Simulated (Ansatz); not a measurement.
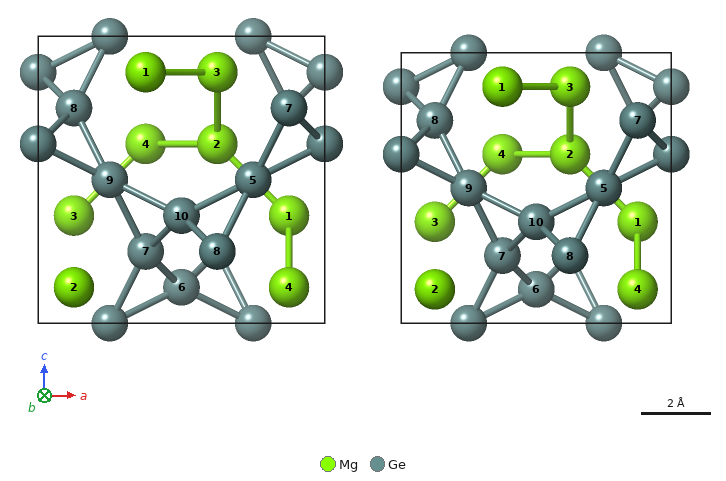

Two geometries of solid Mg₂Ge₃ (a generated structure, set up in I4_132) (coarse preliminary run), drawn at one scale. One is the start of a relaxation, the other its converged end. Style: ball-and-stick. Shown: the conventional cell (2 times the calculation's cell), along the b axis. Lengths and directions refer to the drawn axes.

Method: DFT PBE, scalar-relativistic, plane waves, PAW in Ansatz 0.2.0. (plane-wave cutoff 420 eV; k-point mesh 4 × 4 × 4; occupations gaussian; smearing width 0.1 eV; no spin polarisation; cell and atoms relaxed; force threshold 0.04 eV/Å; at most 70 steps)

> Which of the two is the end point?

The left one is the relaxed one. The atoms keep their places relative to the cell (all moves are under 0.005 Å). The drawn cell changes as follows: a = b = c 7.838 → 8.316 Å (+6.1 %); the volume changes by +19.4 %. Near-neighbour distances that change, for instance: Mg1–Mg2 2.771 → 2.940 Å, Ge5–Ge10 2.400 → 2.546 Å. The space group stays I4_132 (No. 214). The energy falls by 105 meV per atom in 3 accepted moves (5 points after the start). All forces vanish by symmetry, so only the cell relaxes. The pressure goes from 8.33 to 0.05 GPa. At 2 points the geometry stayed and the basis and grid were re-selected for the new cell (energy shift of 1.0 meV per atom at most each time). Cost: 88 s on 1 thread of Arm Neoverse V1, with other jobs on the host, peak memory 0.51 GiB.
